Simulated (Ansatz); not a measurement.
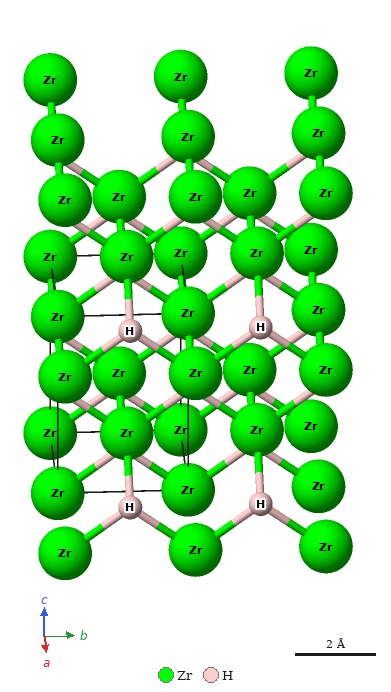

This is a symmetric starting cell of ZrH. The picture is a ball-and-stick view of the conventional cell (2 times the calculation's cell), repeated 2 × 2 × 2 with one cell outlined, seen from a free direction. Lengths and directions refer to the drawn axes.

The calculation used DFT PBEsol, scalar-relativistic, plane waves, PAW (Ansatz 0.2.0). (plane-wave cutoff 420 eV; k-point mesh 18 × 18 × 18; occupations gaussian; smearing width 0.1 eV; no spin polarisation)

The variant: The cell is strained by +3.9 % along c and +5.4 % across it (volume +15.3 %), the atoms keeping their fractional coordinates. No relaxation follows. The starting cell wasn't computed here and needn't be at equilibrium, so pressure and forces aren't due to the change alone.

Question: What does the calculation give for the changed structure?

Answer: The pressure is −15.5 GPa (not all of it need come from the change, since the unchanged cell can be under pressure at this level too). The principal stresses (compression positive) are −16.2 GPa along c and −15.2 GPa across it. All forces vanish by symmetry. Some distances before and after: H–Zr 2.067 → 2.166 Å. The space group stays I-4m2 (No. 119).

Drawn alike, the variant:

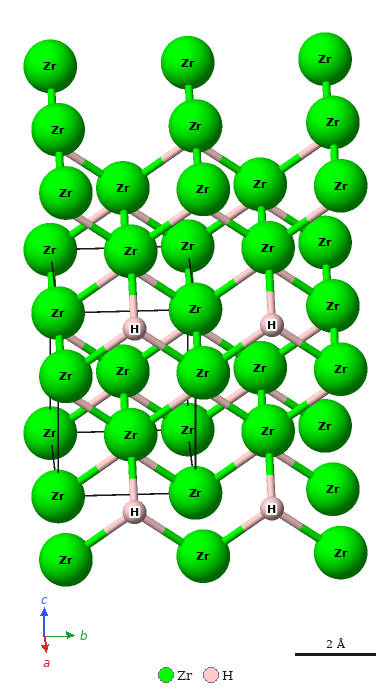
